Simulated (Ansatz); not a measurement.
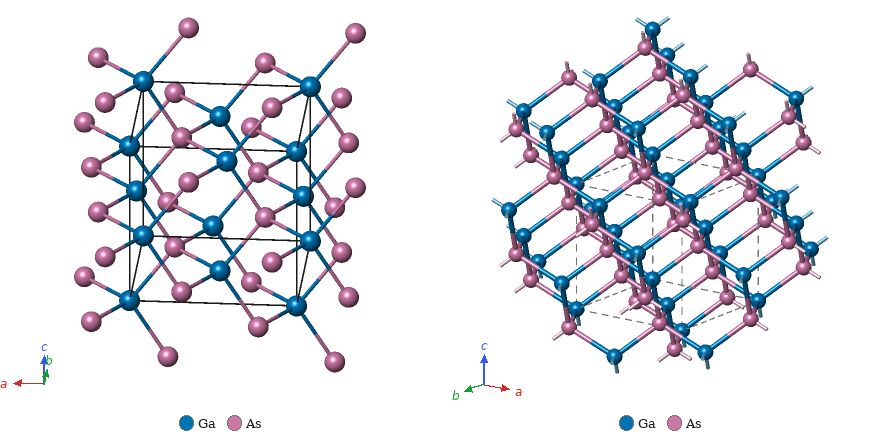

Left: the structure. Right: its underlying net. Nodes are coloured by element. Short stubs are edges that leave the cut-out.

GaAs (space group F-43m, No. 216): a calculation's input that goes back to an entry of the Crystallography Open Database (an earlier step may have relaxed or displaced it).

Bonds are taken as As–Ga below 2.8 Å. Atoms with one bond or none are removed and atoms with two bonds are replaced by edges, until no such atom is left.

The result is a uninodal 4-connected, three-periodic net: Ga and As are 4-connected nodes. It is the dia net, known from diamond, zinc blende and cristobalite. It is a single net, without interpenetration.

```tsv
node	links	point symbol	coordination sequence
Ga and As	4	6⁶	4 12 24 42 64 92
```
